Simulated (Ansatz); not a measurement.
# AlO5: what the fields show

```cif
data_structure
_symmetry_space_group_name_H-M 'P 1'
_symmetry_Int_Tables_number 1
_cell_length_a 5.9224
_cell_length_b 5.9224
_cell_length_c 5.9224
_cell_angle_alpha 90.000
_cell_angle_beta 90.000
_cell_angle_gamma 90.000
_cell_volume 207.73
loop_
_atom_site_label
_atom_site_type_symbol
_atom_site_fract_x
_atom_site_fract_y
_atom_site_fract_z
_atom_site_occupancy
Al1 Al 0.50000 0.50000 0.00000 1
Al2 Al 0.00000 0.50000 0.50000 1
Al3 Al 0.00000 0.00000 0.00000 1
Al4 Al 0.50000 0.00000 0.50000 1
O1 O 0.62535 0.62535 0.37465 1
O2 O 0.12535 0.62535 0.87465 1
O3 O 0.12535 0.12535 0.37465 1
O4 O 0.62535 0.12535 0.87465 1
O5 O 0.62535 0.87465 0.12535 1
O6 O 0.12535 0.87465 0.62535 1
O7 O 0.12535 0.37465 0.12535 1
O8 O 0.62535 0.37465 0.62535 1
O9 O 0.87465 0.62535 0.12535 1
O10 O 0.37465 0.62535 0.62535 1
O11 O 0.37465 0.12535 0.12535 1
O12 O 0.87465 0.12535 0.62535 1
O13 O 0.87465 0.87465 0.37465 1
O14 O 0.37465 0.87465 0.87465 1
O15 O 0.37465 0.37465 0.37465 1
O16 O 0.87465 0.37465 0.87465 1
O17 O 0.25000 0.75000 0.25000 1
O18 O 0.75000 0.75000 0.75000 1
O19 O 0.75000 0.25000 0.25000 1
O20 O 0.25000 0.25000 0.75000 1
```

Space group F-43m; a structure generated by program, which may or may not match a known phase; spin-polarised.

All numbers below come from DFT PBE, scalar-relativistic, plane waves, PAW (Ansatz).

Core electrons are frozen (PAW), and the valence fields are smoothed inside the atomic spheres.

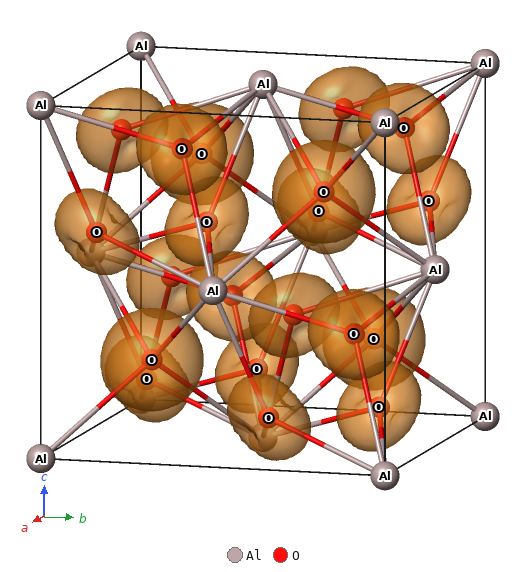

Figure 1. Isosurface of the spin density (up minus down) at +0.08 e/Å³ (orange), seen slightly off an axis. Sticks mark near contacts.

Question: Where is the spin, and how is it ordered?

Answer: The spin density sits on O: +1.1 μB (×4) and +0.4 μB (×16) in one cell of 24 atoms, with smaller moments on Al (up to −0.07 μB): parallel main moments (a ferromagnetic arrangement) in this solution. The cell of the calculation (6 atoms) carries 2.9 μB of net spin moment.

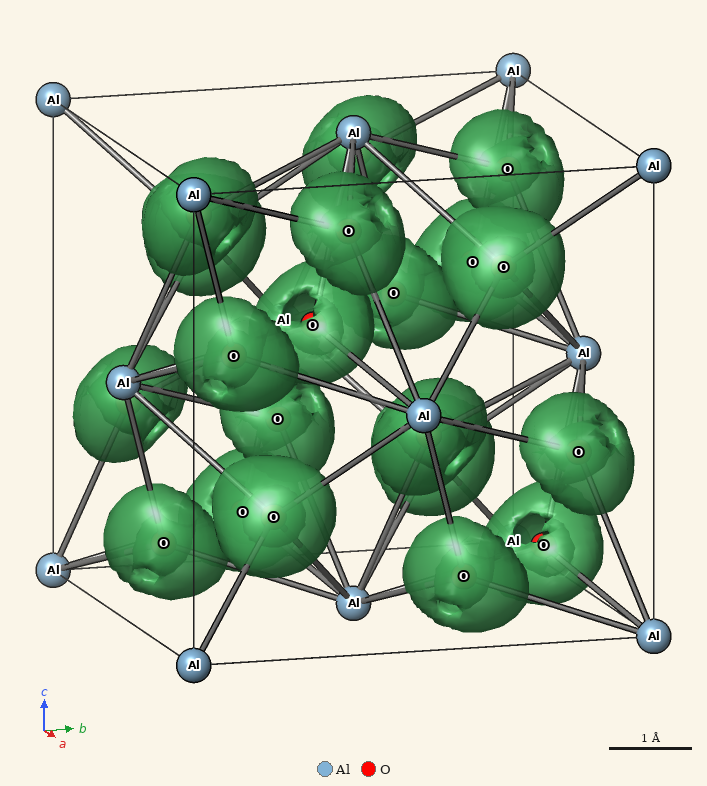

Figure 2. Isosurface of the electron localisation function at 0.75 (green), seen slightly off an axis. Only the valence region is drawn (cores and ρ < 0.01 e/Å³ removed). Sticks mark near contacts.

Question: Where are the electrons localised?

Answer: The surface consists of 20 regions wrapped around O (the valence shell of each), counted in one cell of 24 atoms. Regions shared between cells count once. Profiles from the grid: Al–O (2.45 Å): the ELF is about 0.30 at the midpoint (no localised pair shows between them). Al–O (2.56 Å): the ELF is about 0.30 at the midpoint; no shared electron pair shows on this line.

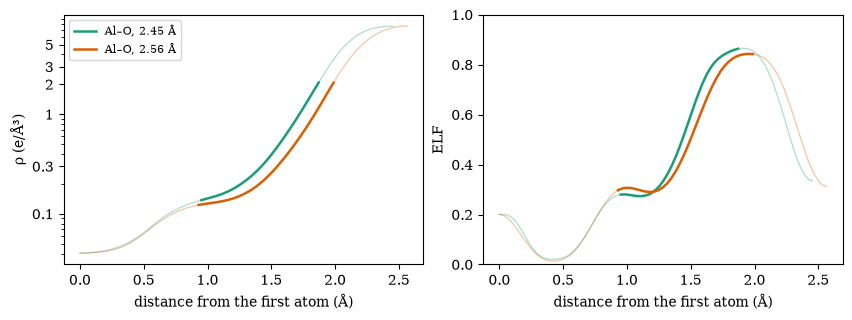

Figure 3. Valence pseudo-density and ELF along straight lines between neighbouring atoms. Thin, pale parts lie inside the atomic spheres.

Question: Compare the contacts.

Answer: Al–O (2.45 Å): ρ is about 0.19 e/Å³ halfway; the ELF is about 0.30 at the midpoint (no shared electron pair shows on this line).
Al–O (2.56 Å): the density is about 0.16 e/Å³ at the midpoint; the ELF is about 0.30 at the midpoint: no shared electron pair shows on this line.

Question: Does the calculation make it a metal, or give it a gap?

Answer: It is gapless in this calculation (a metal or semimetal).
